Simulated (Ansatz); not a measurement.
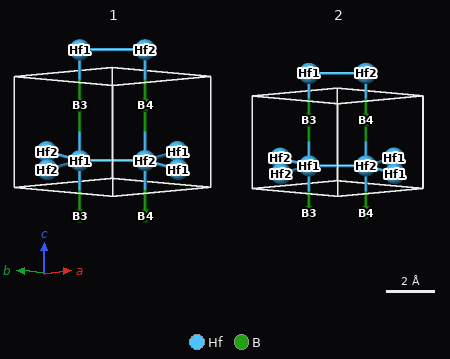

Two geometries of crystalline HfB (a generated structure, set up in P6mm) (coarse preliminary run), drawn at one scale. One is the start of a relaxation, the other its converged end. Style: ball-and-stick. Shown: the cell of the calculation, from a free direction.

Method: DFT PBE, scalar-relativistic, plane waves, PAW (Ansatz). Set-up: plane-wave cutoff 420 eV; k-point mesh 6 × 6 × 4; occupations gaussian; smearing width 0.1 eV; no spin polarisation; cell and atoms relaxed; force threshold 0.04 eV/Å; at most 70 steps.

### Which of the two is the end point?

Structure 1 is the relaxed one. After 8 accepted moves (10 points after the start) the energy has fallen by 1163 meV per atom. Largest force component: 0.96 eV/Å at the start, 0.00044 eV/Å at the end. Pressure: 56.21 GPa at the start and 0.08 GPa at the end. At 2 points the geometry stayed and the basis and grid were re-selected for the new cell (energy shift of 29.5 meV per atom at most each time). The largest moves relative to the cell, 0.013 Å, are those of Hf1, Hf2, B3 and B4. Hf1 goes along −c. By element the largest moves are Hf 0.013 Å, B 0.013 Å. Cell: a = b 4.111 → 4.721 Å (+14.8 %), c 3.908 → 4.680 Å (+19.7 %). Volume +57.9 %. Some distances before and after: Hf1–B3 1.932 → 2.340 Å, Hf1–B3 (another image) 1.977 → 2.340 Å, Hf1–Hf2 2.374 → 2.726 Å. Within 0.06 Å the space group is P6/mmm at the start and P6/mmm at the end; at a tighter tolerance small leftover displacements or strains of the cell lower it.

Limits of the set-up: the k-point mesh is coarse for a cell with partly filled bands.
